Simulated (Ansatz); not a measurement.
TiAl3

Input

```
crystal:
  lattice:
    - [2.7813912058, 0.0, 0.0]
    - [0.0, 4.6710700323, 0.0]
    - [0.0, 0.0, 4.8934030395]
  atoms:
    - { symbol: Ti, position: [0.0, 0.5, 0.1631682049] }
    - { symbol: Al, position: [0.5, 0.5, 0.664046524] }
    - { symbol: Al, position: [0.5, 0.0, 0.3331101826] }
    - { symbol: Al, position: [0.0203382187, 0.0121104034, 0.8396740885] }
basis:
  ecutwfc: 420
kpoints:
  mp_grid: { grid: [18, 10, 10] }
hamiltonian:
  xc: pbesol
scf:
  occupations: { method: gaussian, width: 0.15 }
output:
  forces: true
  stress: true
  eigenvalues: true
  write_density: true
  write_potential: true
  elf: true
  volumetric_format: npy
```

Launched as:

```sh
ansatz run input.yaml --threads 1 --pin off --max-ram 2560MiB --backend cpu --events-out ev --progress --plain --runs-dir out
```

Below, planes, directions and counts refer to the conventional cell (a = 2.78 Å, b = 4.67 Å, c = 4.89 Å, α = 90.00°, β = 90.00°, γ = 90.00°).

Space group P1; a structure from a database of computed crystals, not necessarily the ambient phase; changed on purpose from its base cell (atom 4 (Al) moved +0.080 A along Cartesian [1 1 0]); not relaxed (largest force 0.3 eV/Å); computed without spin polarisation.

These are results of Ansatz, DFT PBEsol, scalar-relativistic, plane waves, PAW, not measurements.

In a PAW calculation such maps are meaningful between the atoms, not at the nuclei.

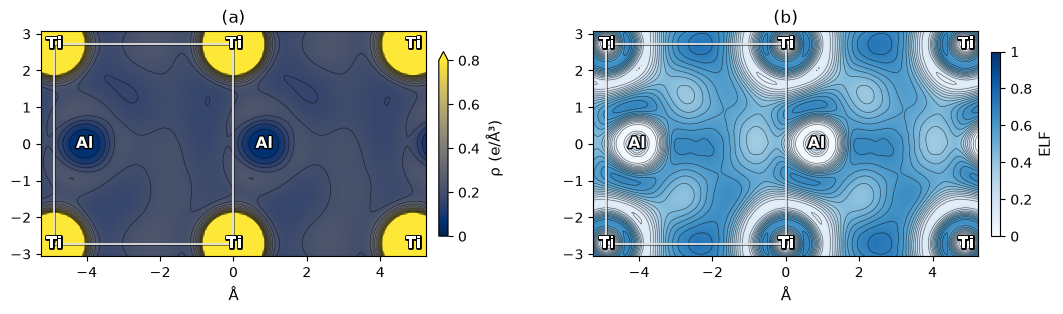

Figure 1. (a) valence charge density (pseudo); (b) electron localisation function on the (110) plane of the conventional cell.

Question: Interpret the plot.

Answer:
- The plane passes through Ti and Al nuclei.
- Ti–Al (2.84 Å): ρ is about 0.21 e/Å³ halfway; the ELF is about 0.40 at the midpoint.
- Between the atoms the lowest density in this plane is 0.16 e/Å³.
- The features right at Ti lie inside the PAW spheres, where the map follows smoothed inner orbitals and isn't to be read closely.

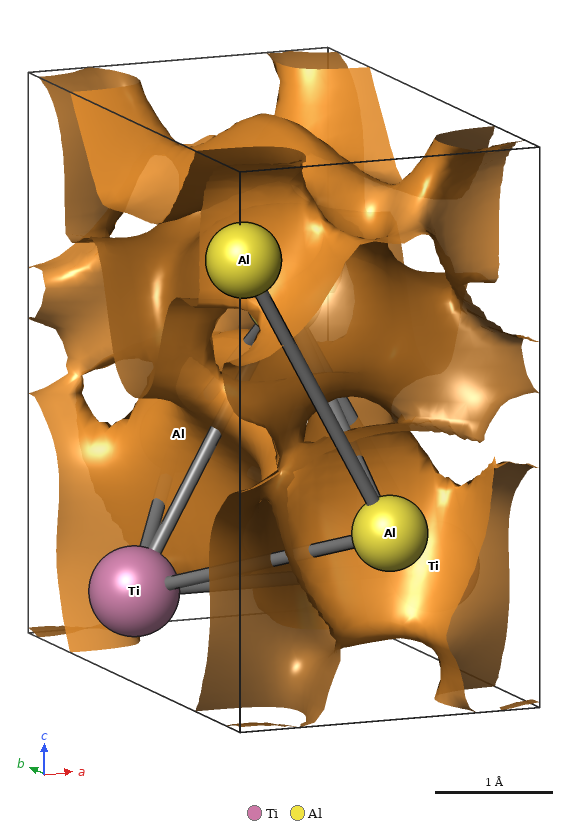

Figure 2. Isosurface of the ELF at 0.55 (orange), seen at an oblique angle. Only the valence region is drawn (cores and ρ < 0.01 e/Å³ removed). Sticks mark near contacts.

Question: Describe the localisation domains.

Answer: At this value the surface marks out one network that runs through the whole crystal, counted in one cell of 4 atoms. Regions shared between cells count once.


Al–Al (2.76 Å): the ELF peaks at about 0.60 between the atoms. Ti–Al (2.78 Å): the ELF is about 0.35 at the midpoint.

Question: Does the calculation give a band gap?

Answer: It is gapless in this calculation (a metal or semimetal).
